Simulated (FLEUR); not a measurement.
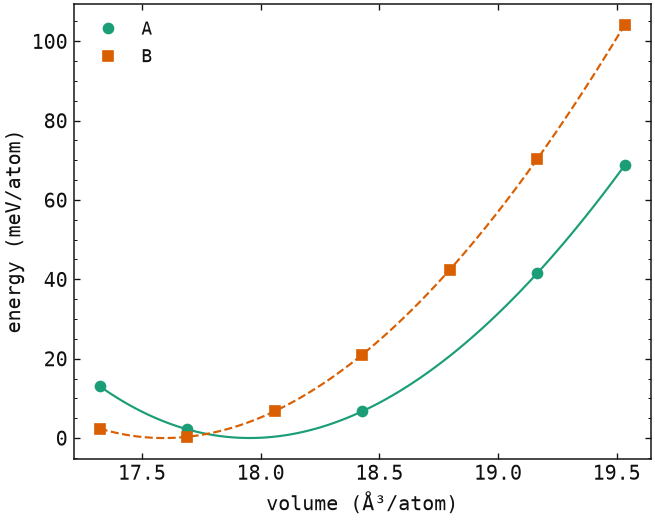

The figure compares two calculations of the energy against volume, each curve from its own zero. The first is for Nb, space group Im-3m (No. 229).

The cell holds 1 atom.

Calculation (FLEUR MaX-R8.1 (later development tree)): all-electron LAPW DFT, no spin polarisation; energies at scaled volumes of the given cell, shape and fractions fixed, counted from the fit's minimum, third-order Birch-Murnaghan fit. Level: PBEsol.

```
         setting                         value
          k mesh                      11×11×11
     occupations                   Fermi–Dirac
  smearing width                       0.05 eV
      potentials                  all electron
program settings  basis FLAPW, kmax 4.1 1/bohr
```

In the second, the level changes from PBEsol to SCAN.

Which of A and B is the second calculation, and what did the change do?

Answer. A. The equilibrium volume rises from 17.59 to 17.95 Å³/atom (+2.0 %) and the bulk modulus hardly changes (181 and 179 GPa).

V0 and the bulk modulus come from third-order Birch–Murnaghan fits.
